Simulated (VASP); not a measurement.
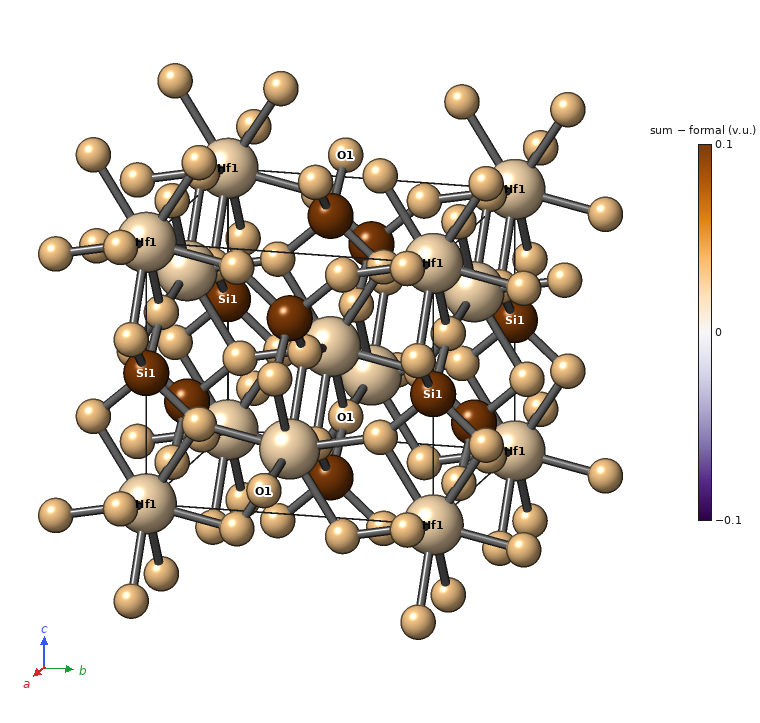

Atoms of HfSiO₄ in space group I4_1/amd coloured by their computed bond-valence sum less the size of their formal valence (view slightly off an axis).

Bond valence s = exp((R0 − d)/b), R0 fitted to published crystal structures with b = 0.37 Å, summed over all anions within 5 Å; R0 in Å: Hf4+–O 1.921; Si4+–O 1.620.

The cell is taken from an entry of the Crystallography Open Database, as set up for an electronic-structure calculation.

```
CELL_PARAMETERS angstrom
6.57250 0.00000 0.00000
0.00000 6.57250 0.00000
0.00000 0.00000 5.96320
ATOMIC_POSITIONS crystal
Hf 0.00000 0.00000 0.00000
Hf 0.00000 0.50000 0.25000
Si 0.00000 0.00000 0.50000
Si 0.50000 0.00000 0.25000
O 0.31550 0.50000 0.18020
O 0.50000 0.81550 0.43020
O 0.18450 0.00000 0.68020
O 0.50000 0.18450 0.43020
O 0.31550 0.00000 0.06980
O 0.00000 0.18450 0.31980
O 0.68450 0.00000 0.06980
O 0.50000 0.31550 0.81980
Hf 0.50000 0.50000 0.50000
Hf 0.50000 0.00000 0.75000
Si 0.50000 0.50000 0.00000
Si 0.00000 0.50000 0.75000
O 0.81550 0.00000 0.68020
O 0.00000 0.31550 0.93020
O 0.68450 0.50000 0.18020
O 0.00000 0.68450 0.93020
O 0.81550 0.50000 0.56980
O 0.50000 0.68450 0.81980
O 0.18450 0.50000 0.56980
O 0.00000 0.81550 0.31980
```

Site labels: Hf1 at 0.000, 0.000, 0.000; Si1 at 0.000, 0.000, 0.500; O1 at 0.315, 0.500, 0.180.

Which site departs most from its formal valence?

Answer. Si1, whose sum is 4.10 against 4: by this sum it is overbonded.

Give the sums of all sites.

Answer.
| site | x, y, z | formal valence | bond-valence sum | difference |
| --- | --- | --- | --- | --- |
| Hf1 | 0.000, 0.000, 0.000 | +4 | 4.02 | 0.02 |
| Si1 | 0.000, 0.000, 0.500 | +4 | 4.10 | 0.10 |
| O1 | 0.315, 0.500, 0.180 | −2 | 2.03 | 0.03 |

Is the structure strained by this measure?

Answer. The global instability index (root mean square of the differences over all atoms) is 0.05 v.u.: little strain. The cell was not relaxed for this table, and a volume that is off by a few per cent shifts all sums together.
